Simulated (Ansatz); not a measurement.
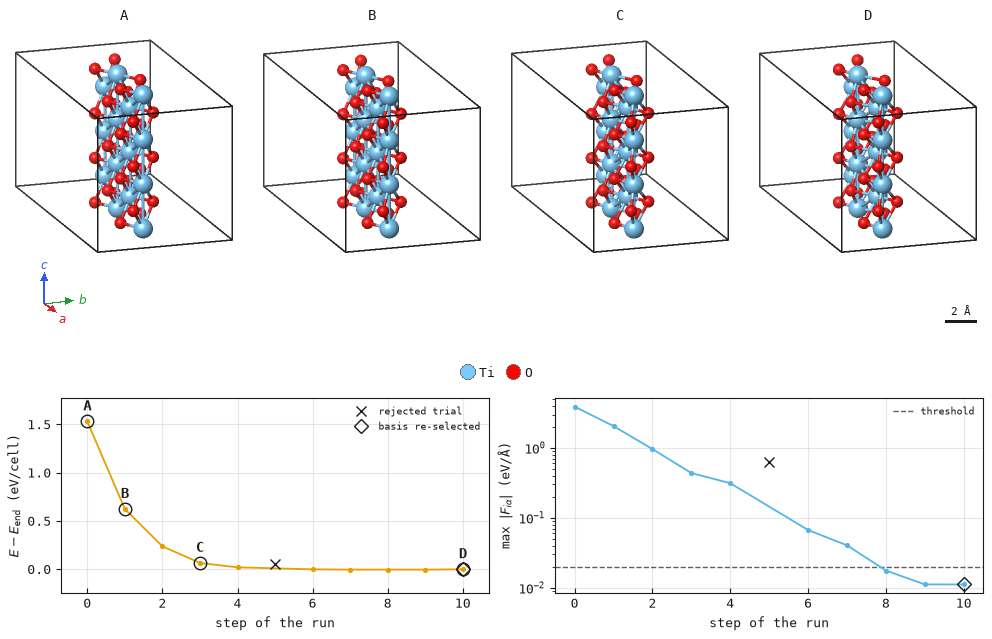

Frames of a relaxation of a wire of composition TiO$_{2}$, marked on the history of the run. The picture is a ball-and-stick view of the 3 repeat of the cell, with the vacuum cut short, seen slightly off an axis.

Case: zigzag ribbon, 4 formula units a period, edge spins opposed.

Level of theory: DFT PBE, scalar-relativistic, plane waves, PAW (Ansatz).

Input
```yaml
crystal:
  lattice:
    - [18.5, 0.0, 0.0]
    - [0.0, 11.2, 0.0]
    - [0.0, 0.0, 2.9895007801]
  atoms:
    - { symbol: Ti, position: [0.2900824092, 0.5, 0.5], spin: 1.0 }
    - { symbol: Ti, position: [0.4300274697, 0.5, 1.0] }
    - { symbol: Ti, position: [0.5699725303, 0.5, 0.5] }
    - { symbol: Ti, position: [0.7099175908, 0.5, 1.0], spin: -1.0 }
    - { symbol: O, position: [0.2434340557, 0.5861352263, 0.0], spin: 1.0 }
    - { symbol: O, position: [0.3833791162, 0.5861352263, 0.5] }
    - { symbol: O, position: [0.5233241768, 0.5861352263, 0.0] }
    - { symbol: O, position: [0.6632692373, 0.5861352263, 0.5] }
    - { symbol: O, position: [0.3367307627, 0.4138647737, 0.0] }
    - { symbol: O, position: [0.4766758232, 0.4138647737, 0.5] }
    - { symbol: O, position: [0.6166208838, 0.4138647737, 0.0] }
    - { symbol: O, position: [0.7565659443, 0.4138647737, 0.5], spin: -1.0 }
basis:
  ecutwfc: 420
kpoints:
  mp_grid: { grid: [1, 1, 18] }
hamiltonian:
  xc: pbe
scf:
  occupations: { method: gaussian, width: 0.05 }
output:
  forces: true
  stress: true
  eigenvalues: true
  populations: true
  write_density: true
  write_potential: true
  elf: true
  volumetric_format: npy
magnetization:
  spin_polarized: true
relax:
  adjacent_minimum: "off"
  f_tol: 0.02
  max_steps: 45
  cell: { fix: [a, b, alpha, beta, gamma], stress_tol: 0.03 }
```

Run as
```bash
ansatz run input.yaml --threads 4 --pin off --max-ram 9216MiB --backend cpu --events-out ev --progress --plain --runs-dir out
```

### Describe the path.

Over 8 accepted moves (10 points after the start) the energy falls by 1.531 eV per cell of the calculation. Largest force component: 3.9 eV/Å at the start, 0.011 eV/Å at the end. The line search rejected the trial step at point 5 of the run. At 1 point the geometry stayed and the basis and grid were re-selected for the new cell (energy shift of 3.5 meV per cell of the calculation at most each time). The largest moves relative to the layer's centre, 0.30 Å, are those of Ti1 and Ti4. By element the largest moves are Ti 0.30 Å, O 0.08 Å. Along the periodic axis the drawn cell goes c 8.969 → 8.910 Å (−0.7 %). Near-neighbour distances that change, for instance: Ti2–O7 1.977 → 2.167 Å, Ti1–O6 1.977 → 1.826 Å, Ti1–O5 1.977 → 1.840 Å, Ti1–O9 1.977 → 2.111 Å. Bond angles that change, for instance: Ti1–O5–Ti1 98.2° → 107.6°, Ti4–O8–Ti4 98.2° → 89.4°, Ti2–O6–Ti2 98.2° → 90.7°. The program noted that the starting moments weren't kept. From step 0 to 1: Ti and O atoms move most (0.12 Å), energy −0.907 eV per cell of the calculation. From step 1 to 3: Ti atoms move most (0.21 Å), energy −0.559 eV per cell of the calculation. From step 3 to 10: Ti atoms move most (0.11 Å), energy −65.7 meV per cell of the calculation.

```csv
step,"E − E(0), meV/atom","largest force component, eV/Å",note
0,0.00,3.8868,
1,-75.59,2.0490,
2,-107.78,0.9613,
3,-122.13,0.4368,
4,-125.91,0.3128,
5,-123.38,0.6283,rejected
6,-127.65,0.0670,
7,-127.89,0.0405,
8,-127.84,0.0176,
9,-127.90,0.0112,
10,-127.61,0.0112,"same geometry, new basis"
```
